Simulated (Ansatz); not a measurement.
Consider H2C18O (slab).

```
C O H
1.0
     7.39800    0.00000    0.00000
    -3.69900    6.40686    0.00000
     0.00000    0.00000   13.00000
C O H
18 1 2
Direct
  0.00227 0.99911 0.06002
  0.22470 0.11036 0.06014
  0.00309 0.33209 0.06029
  0.22397 0.44252 0.06040
  0.00179 0.66465 0.06001
  0.22517 0.77630 0.06013
  0.33650 0.99878 0.06006
  0.55742 0.10924 0.06023
  0.33529 0.33143 0.06039
  0.55862 0.44307 0.06034
  0.33576 0.66584 0.06039
  0.55814 0.77705 0.06034
  0.66859 0.99800 0.06028
  0.89184 0.10966 0.06022
  0.66906 0.33257 0.06027
  0.89139 0.44371 0.06022
  0.66978 0.66542 0.06023
  0.89062 0.77583 0.05996
  0.13098 0.89930 0.31304
  0.18330 0.02685 0.27332
  0.18950 0.82419 0.27820
```

PAW files of the earlier set (soft_1).

These are results of DFT PBE-D3(BJ), scalar-relativistic, plane waves, PAW in Ansatz 0.2.0, not measurements.

Question: What can the converged valence pseudo-density and electron localisation function tell about the bonding?

Answer: O–H (0.97 Å): ρ at the midpoint is about 3.6 e/Å³; the ELF climbs to about 1 towards the hydrogen, as it does in any bond to H (an ordinary covalent bond to hydrogen).
C–C (1.42 Å): ρ at the midpoint is about 2.1 e/Å³; the ELF peaks at about 0.95 between the atoms; localised, covalent bonding.

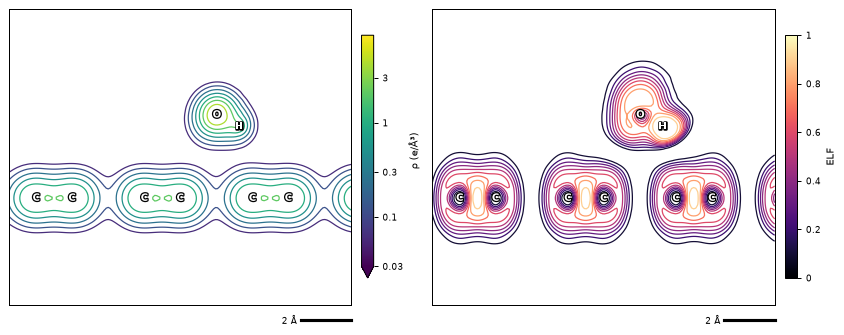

Computed valence pseudo-density and electron localisation function on the (110) plane of the calculation cell, a cut from vacuum to vacuum, in this order. 

In a PAW calculation such maps are meaningful between the atoms, not at the nuclei.
